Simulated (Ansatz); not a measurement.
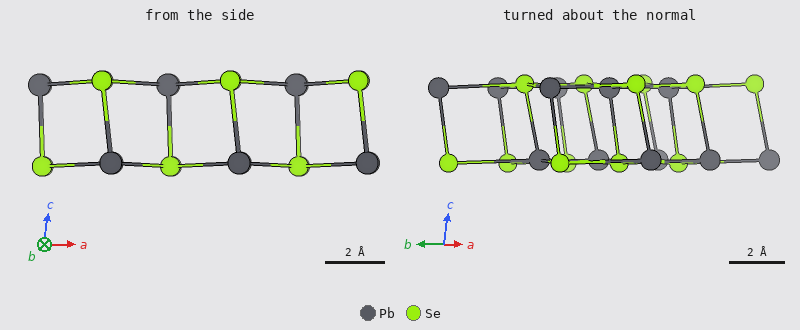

A ball-and-stick picture of a periodic sheet, seen from the side and turned about the normal. The surface normal points up in side views; the vacuum is left out. 3×2 cells are drawn in the plane, with atoms at the edges repeated.

The cell holds 2 Pb, 2 Se.

**What is exposed at the top and at the bottom?**

The top face ends in Pb and Se, the bottom face in Pb and Se. The two faces are alike.

**How far does the slab extend along the normal?**

About 2.9 Å from the lowest to the highest atom.

**How are the atomic planes stacked?**

Two planes: PbSe / PbSe.

The cell started as a structure listed in the Materials Project. The cell was then strained or its atoms displaced on purpose. It went into a calculation with Ansatz.
